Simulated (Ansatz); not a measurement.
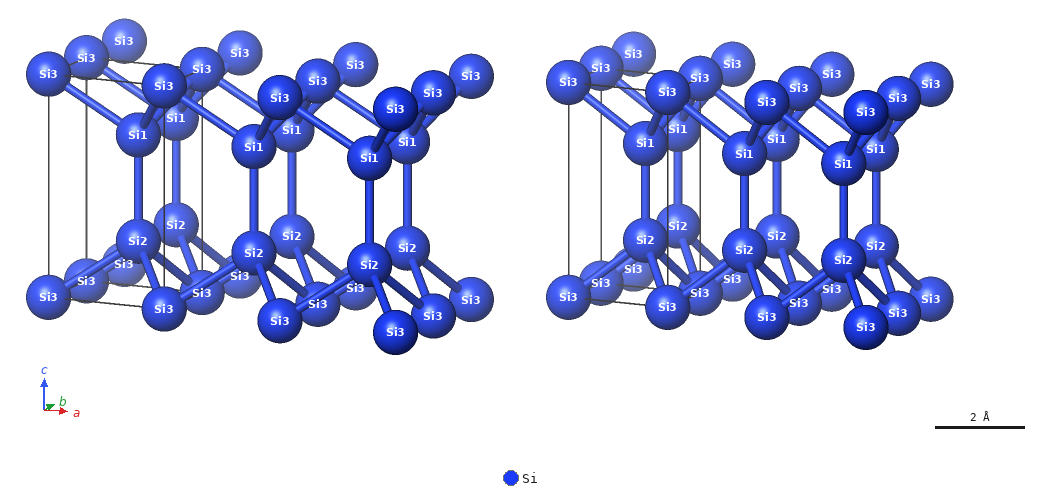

Two geometries of solid Si (a generated structure, set up in P-6m2) (coarse preliminary run), drawn at one scale. One is the start of a relaxation, the other its converged end. The picture is a ball-and-stick view of the cell of the calculation, repeated 3 × 2 × 1 with one cell outlined, seen slightly off an axis.

Computed with DFT PBE, scalar-relativistic, plane waves, PAW (Ansatz). (plane-wave cutoff 420 eV; k-point mesh 6 × 6 × 4; occupations gaussian; smearing width 0.1 eV; no spin polarisation; cell and atoms relaxed; force threshold 0.04 eV/Å; at most 70 steps)

Question: Which geometry has the lower energy?

Answer: The left one is the relaxed one. Over 5 accepted moves (7 points after the start) the energy falls by 1.860 eV per cell of the calculation. Largest force component: 1.6 eV/Å at the start, 0.029 eV/Å at the end. The pressure goes from 48.61 to 0.33 GPa. The line search rejected the trial step at point 4 of the run. The SCF was repeated once at an unchanged geometry on a basis and grid sized afresh for the cell, which shifted the energy by 24.1 meV per cell of the calculation at most. The largest moves relative to the cell, 0.066 Å, are those of Si1 and Si2. Si1 goes along +c. The volume changes by +41.4 %, with a = b 3.083 → 3.597 Å (+16.7 %), c 4.859 → 5.046 Å (+3.8 %). Near-neighbour distances that change, for instance: Si1–Si1 3.083 → 3.597 Å, Si1–Si3 2.226 → 2.461 Å, Si1–Si2 2.186 → 2.403 Å. Among the angles between lasting bonds that change: Si1–Si3–Si2 73.8° → 64.9°, Si3–Si2–Si3 87.7° → 93.9°, Si1–Si2–Si3 126.9° → 122.5°. The space group stays P-6m2 (No. 187).
